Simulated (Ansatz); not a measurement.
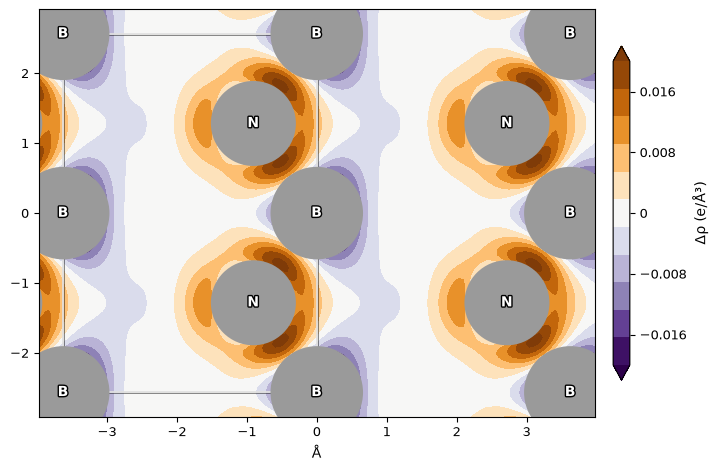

BN: difference of two self-consistent densities at the same geometry, ρ(HSE06) − ρ(PBE), on the (011) plane of the conventional cell. Grey discs cover the cores, where the PAW densities can't be compared. Cores are masked to 0.7 Å (B) and 0.6 Å (N).

Space group F-43m. The cell comes from a database of computed structures, not from a measurement.

Both runs: Ansatz, scalar-relativistic, plane waves and PAW, same cutoff, k-points and PAW files (made with PBE).

```xyz
8
Lattice="3.6260 0.0000 0.0000 0.0000 0.0000 -3.6260 0.0000 3.6260 0.0000" Properties=species:S:1:pos:R:3 pbc="T T T"
B     1.8130    0.0000   -1.8130
B     0.0000    1.8130   -1.8130
B     0.0000    0.0000    0.0000
B     1.8130    1.8130    0.0000
N     2.7195    0.9065   -2.7195
N     0.9065    2.7195   -2.7195
N     0.9065    0.9065   -0.9065
N     2.7195    2.7195   -0.9065
```

**How does the change of level move the electrons?**

Against PBE, and outside the masked cores, the largest gain lies at the edge of the masked core of N, and the largest loss, 0.009 e/Å³, lies 0.8 Å from a boron nucleus and 1.4 Å from a nitrogen one.
- Bader charges are B +2.16 and N −2.16 e with PBE and B +2.23 and N −2.23 e with HSE06.
- At this volume the pressure is 0 GPa with PBE and roughly −10 GPa with HSE06.
- The gap on the mesh is 4.46 eV with PBE and 5.78 eV with HSE06.

Run times: 33 s (HSE06) and 6.5 s (base cell), on 2 threads of Intel(R) Xeon(R) 6975P-C (Granite Rapids) (shared host).
